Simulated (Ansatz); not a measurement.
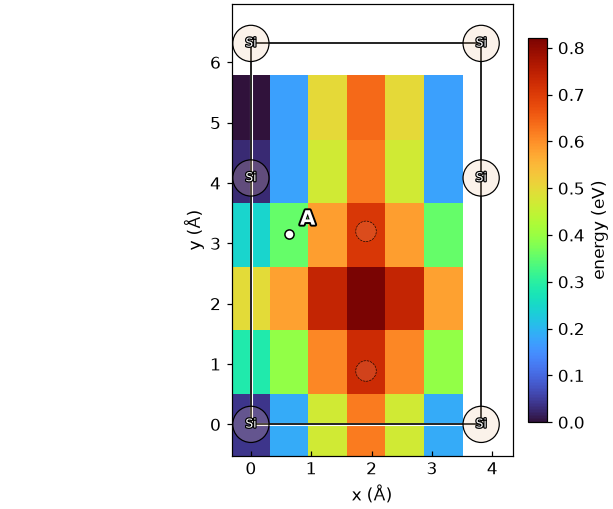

S on a Si(100) slab cut from the P6_3/mmc phase, its upper half relaxed before the scan (8 atoms of substrate and one adsorbate in a 1 × 1 cell). S is moved over the surface cell at a fixed height above a rigid substrate; the origin of the map has the adsorbate above Si7; the height is held at 3.00 Å. Places are given modulo a cell vector. The map is drawn in real space over the plane of the surface. The scan uses a 6 × 6 grid; 24 points were computed and 12 follow by symmetry. Energies are in eV, from the lowest grid point. The magnetic moment jumps between some neighbouring points. With one adsorbate in each 1 × 1 cell, its nearest image is 3.8 Å away, so neighbouring adsorbates interact. At a fixed height the lowest place need not be the adsorption site. The calculation used Ansatz 0.2.0, DFT PBE+D3(BJ), scalar-relativistic, plane waves, PAW. Settings: cutoff 420 eV, k-mesh 7×4×1, gaussian smearing 0.05 eV, spin-polarised.

In the figure: one coloured cell a grid point, labelled circles for the atoms of the top layer and small ones for the second layer, the outline of one cell of the plane, the point A.

Is A at rest? If not, where is it pushed?

Answer. A, at (1/6, 3/6) of the cell vectors, is not a stationary point. The computed force is 0.43 eV/Å in the plane, pointing up and left in the picture (components −0.31 and 0.29 eV/Å).

PAW datasets: the set soft_1.
